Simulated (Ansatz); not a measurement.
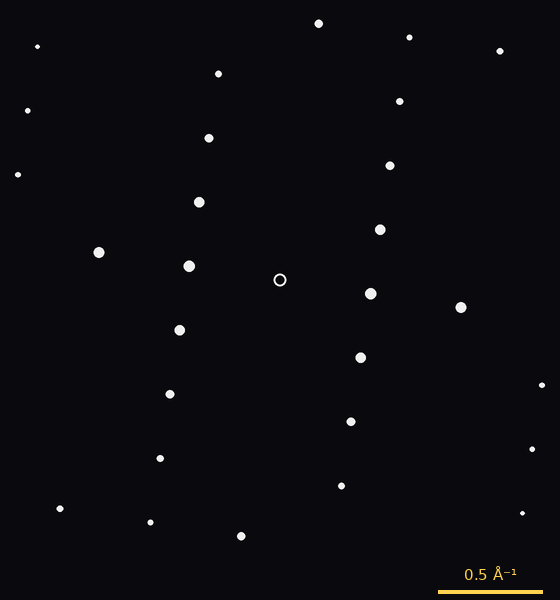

Computed electron diffraction pattern, 200 kV, single scattering only, B = 1 Å².

Candidate phases (model or computed cells):
A. Yb, space group Fd-3m (No. 227), a = 9.24 Å
B. Cu, space group Pm-3m (No. 221), a = 2.327 Å
C. La, space group Pm-3n (No. 223), a = 6.463 Å
D. Cu, space group Pm-3n (No. 223), a = 4.53 Å

> Which candidate gives this pattern, and along which zone?

Candidate D (Cu), along [110] or an equivalent direction. The spots form a rectangular net whose two shortest vectors correspond to d = 3.20 Å and 2.26 Å, 90.0° apart. They index as 1 -1 0 (itself too weak to see) and 0 0 2; no zone of the other candidates with indices up to 3 has this net. Some points of the net are extinct or too weak to see.
